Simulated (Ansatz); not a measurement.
# Au: 7 runs along one coordinate

System: Au (2 atoms in the cell).
Method: DFT PBEsol, scalar-relativistic, plane waves, PAW, no spin polarisation (Ansatz 0.2.0).

The 7 runs differ only in the geometry, by a shift of atoms along one path in a fixed cell. The shift s is measured from run 4: Au2 moves along the Cartesian direction (0.00, 0.00, 1.00), and Au1 with it in fixed proportion. The structure derives from a Materials Project entry.

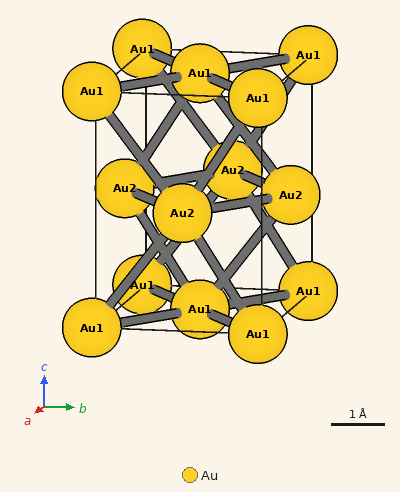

Figure 1. The structure of run 4 (ball-and-stick view of the cell 2 times as large as that of the calculation, set on its symmetry axes, seen slightly off an axis; atoms are numbered from 1 in the order of the input). An atom can appear more than once, as a periodic image.

## Input of run 4
```yaml
crystal:
  lattice:
    - [-1.6210733944, 1.6210733944, 1.6210733944]
    - [1.6210733944, -1.6210733944, 1.6210733944]
    - [3.2421467888, 3.2421467888, 0.0]
  atoms:
    - { symbol: Au, position: [-0.0231328206, -0.0231328206, 0.0] }
    - { symbol: Au, position: [0.5231328206, 0.5231328206, 0.5] }
basis:
  ecutwfc: 420
kpoints:
  mp_grid: { grid: [22, 22, 14] }
hamiltonian:
  xc: pbesol
scf:
  occupations: { method: gaussian, width: 0.15 }
output:
  forces: true
  stress: true
  eigenvalues: true
```

Command:
```bash
ansatz run input.yaml --threads 2 --pin off --max-ram 5120MiB --backend cpu --events-out ev --progress --plain --runs-dir out
```

Run 6 differs from it as follows:
```diff
-    - { symbol: Au, position: [-0.0231328206, -0.0231328206, 0.0] }
-    - { symbol: Au, position: [0.5231328206, 0.5231328206, 0.5] }
+    - { symbol: Au, position: [-0.0693984618, -0.0693984618, 0.0] }
+    - { symbol: Au, position: [0.5693984618, 0.5693984618, 0.5] }
```

## Results, with one run withheld

| run | shift s of Au2 (Å) | free energy per atom, from the lowest run given (meV) | pressure (GPa) | force along the path (eV/Å) |
| --- | --- | --- | --- | --- |
| 1 | −0.3750 | 271.65 | 12.23 | 3.560 |
| 2 | −0.2250 | 65.72 | 3.35 | 1.865 |
| 3 | −0.0375 | 0.00 | 0.37 | −0.468 |
| 4 | 0.0000 | 13.16 | 0.97 | −0.936 |
| 5 | 0.1125 | 104.97 | 5.09 | −2.321 |
| 6 | 0.1500 | ? | ? | ? |
| 7 | 0.1875 | 208.41 | 9.56 | −3.179 |

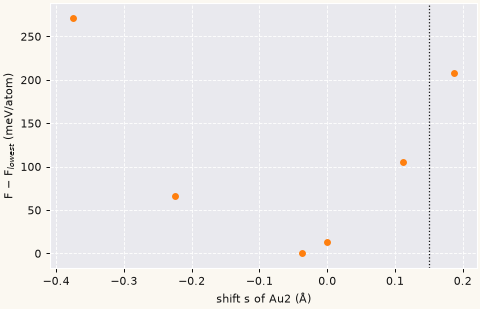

Figure 2. Free energy per atom of the runs given; the dotted line marks run 6.

What should run 6 give?

A cubic polynomial in the coordinate, fitted to the 6 runs given, misses them by at most 0.66 meV per atom. With x = s + 0.0562, it reads F = −2.7995 + 113.52 x + 3079 x² + 68.26 x³ (meV per atom). At run 6 it gives 152.12 meV per atom, and the run itself gives 152.66. The slope of the fit gives a force −dF/ds of −2.784 eV/Å along the path (summed over the atoms that move), and the printed forces give −2.763 eV/Å. The fit has its minimum at s = −0.0746 Å. The fit misses that run by 0.54 meV per atom.

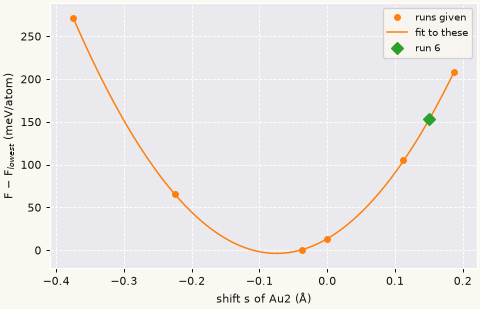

Figure 3. The fit and the withheld run.

## Output, shortened to warnings, some set-up lines, iterations and results (run 6)
```
Basis set: ecut = 420 eV, 649 PW (Γ), exchange–correlation on 40×40×64 points (8 copies of the dense FFT grid, shifted against one another)
Symmetry: 8 space group operations
k-points: 1064 of 6776
Initial density: superposition of atomic densities (neutral atoms: chi_scale 0, normalization atom), corrected by the library's trained network
[...]
SCF iter   1: F=—  HF=-26013.849245 eV  |F-HF|=—  |Δ(HF+E_count)|=         —  Δρ=6.91e-3  dr2=1.43e-2  ethr=1.77e-3  ⟨swp⟩=4.5  Hψ=90499  notcnv=0
SCF iter   2: F=—  HF=-26013.846794 eV  |F-HF|=—  |Δ(HF+E_count)|=   2.45e-3  Δρ=3.02e-3  dr2=2.49e-3  ethr=3.76e-5  ⟨swp⟩=2.1  Hψ=44579  notcnv=0
SCF iter   3: F=—  HF=-26013.846087 eV  |F-HF|=—  |Δ(HF+E_count)|=   7.07e-4  Δρ=6.22e-4  dr2=6.35e-5  ethr=6.55e-6  ⟨swp⟩=2.0  Hψ=34261  notcnv=0
SCF iter   4: F=—  HF=-26013.846103 eV  |F-HF|=—  |Δ(HF+E_count)|=   1.58e-5  Δρ=1.09e-4  dr2=1.96e-6  ethr=1.67e-7  ⟨swp⟩=2.3  Hψ=40762  notcnv=0
SCF iter   5: F=—  HF=-26013.846103 eV  |F-HF|=—  |Δ(HF+E_count)|=   3.21e-7  Δρ=2.10e-5  dr2=1.51e-7  ethr=5.16e-9  ⟨swp⟩=2.6  Hψ=46090  notcnv=0
SCF iter   6: F=-26013.846103 eV  HF=-26013.846103 eV  |F-HF|=6.51e-10  |Δ(HF+E_count)|=   1.03e-8  Δρ=3.38e-6  dr2=2.92e-9  ethr=2.63e-10  ⟨swp⟩=4.6  Hψ=83996  notcnv=0
SCF 1 converged in 6 iterations: F = -26013.846103 eV  dr2 = 2.92e-9
SCF converged after 6 iterations
Free energy (F): -26013.846103 eV
Harris-Foulkes:  -26013.846103 eV  (|F-HF|=6.51e-10)
Internal energy: -26013.839734 eV  (E = F + TS)
E sigma→0 (E₀):  -26013.842919 eV
Entropy (-TS):   -0.006369 eV (-3.184 meV/atom)
Fermi energy:    20.433663 eV
--- Per-component energies (eV) ---
  E_band       = -422.670645
  E_kinetic    = 1211.238035
  E_local      = -3453.536124  (includes V_loc(G=0)·N_el)
  E_nonlocal   = 154.982060
  E_hartree    = 1471.086755
  E_xc         = -453.863030
  E_vxc        = -550.143256  (∫ρ·V_xc dr)
  E_paw        = -19131.525589  (= ΣΔE_a)
  E_vpaw       = -727.388323  (= ΣTr[D̂ρ^β])
  E_aug_tail   = 0.002790  (compensation charges beyond the density's cutoff)
  E_ewald      = -5812.843590
  E_core_change = 0.618958  (= ΣΔE_core)
  E_smearing   = -0.006369  (= −TS)
  E_closure    = -0.000000  (closes the sum)
  Σ components = -26013.846103   (vs F -26013.846103, Δ=0.00e0)
--- Forces (eV/Å), atoms counted from 1 ---
  atom   1  Au     0.00000000    -0.00000000     1.38132033
  atom   2  Au     0.00000000     0.00000000    -1.38132033
  max |Σ_I F_I| component: 0.00e0 eV/Å
--- Stress (GPa, compression-positive) ---
        9.459212      10.065921      -0.000000
       10.065921       9.459212       0.000000
       -0.000000       0.000000       2.591311
  P = ⅓ Tr σ = 7.1699 GPa (71.699 kbar)
```

Notes: Spin–orbit coupling is left out, which matters for Au.
